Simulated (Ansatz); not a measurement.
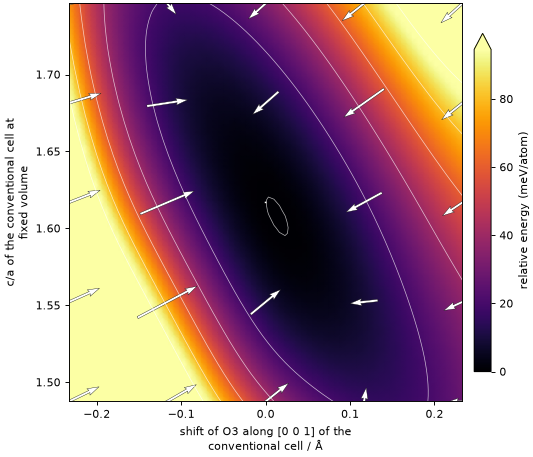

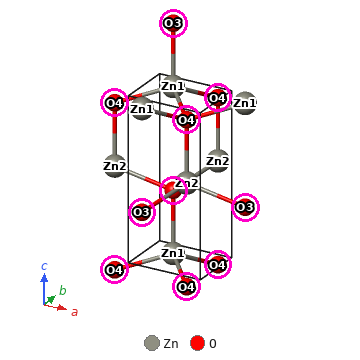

Energy landscape of ZnO (P6_3mc, No. 186; 4 atoms in the cell). The energy is mapped over a free internal coordinate and the cell. First axis: shift of O3 along [0 0 1] of the conventional cell, Cartesian (0 0 1), its symmetry partners moved as symmetry demands (measured in the relaxed cell). Second axis: c/a of the conventional cell at fixed volume. Nothing is relaxed (all other coordinates fixed). Grid: 5 × 5 points. Points are written as (first, second). All energies are given in meV/atom relative to the lowest grid point. Computed with Ansatz 0.2.0, DFT LDA, scalar-relativistic, plane waves, PAW. Settings: cutoff 520 eV, k-mesh 12×12×6 in the order of the run's cell vectors, gaussian smearing 0.05 eV, no spin polarisation.

In the figure: a smooth colour map with a few white contour lines, arrows along the force (downhill), their lengths compressed, one colour for all values above the top of the scale. Between grid points the surface is interpolated. The second picture is the structure at the lowest point

Where are the wells?

The lowest grid point is at (0.000 Å, 1.617). It is the only kind of minimum in the scanned range. The highest grid point, (−0.233 Å, 1.488), lies 421 meV/atom above the lowest. Round the minimum the valley is strongly tilted: raising the first coordinate shifts the best value of the second coordinate downwards (coupling k₁₂/√(k₁₁k₂₂) about 0.8). The gap on the k-mesh is 0.8 eV at the lowest point and runs from 0.6 to 1.0 eV over the map.

Grid values (meV/atom):

```
second ↓, first →  −0.233  −0.117  0.000  0.117  0.233
            1.746      73      19     34     80    136
            1.681     103      14      9     44     92
            1.617     166      32      0     19     58
            1.552     268      77     10      9     36
            1.488     421     156     45     16     28
```

The input of one point:

```yaml
crystal:
  lattice:
    - [3.1871780739, 0.0, 0.0]
    - [-1.5935890369, 2.7601771784, 0.0]
    - [0.0, 0.0, 5.1531926628]
  atoms:
    - { symbol: Zn, position: [0.3333333333, 0.6666666667, 0.0018514197] }
    - { symbol: Zn, position: [0.6666666667, 0.3333333333, 0.5018514197] }
    - { symbol: O, position: [0.3333333333, 0.6666666667, 0.3802485803] }
    - { symbol: O, position: [0.6666666667, 0.3333333333, 0.8802485803] }
basis:
  ecutwfc: 520.0
kpoints:
  mp_grid: { grid: [12, 12, 6] }
hamiltonian:
  xc: lda
  pseudopotentials: { kind: paw, azcp: { folder: soft_1 } }
scf:
  occupations: { method: gaussian, width: 0.05 }
output:
  forces: true
  stress: true
  eigenvalues: true
```

The whole map (25 points run) took 10 min on 1 thread of Arm Neoverse N1, on a shared host.
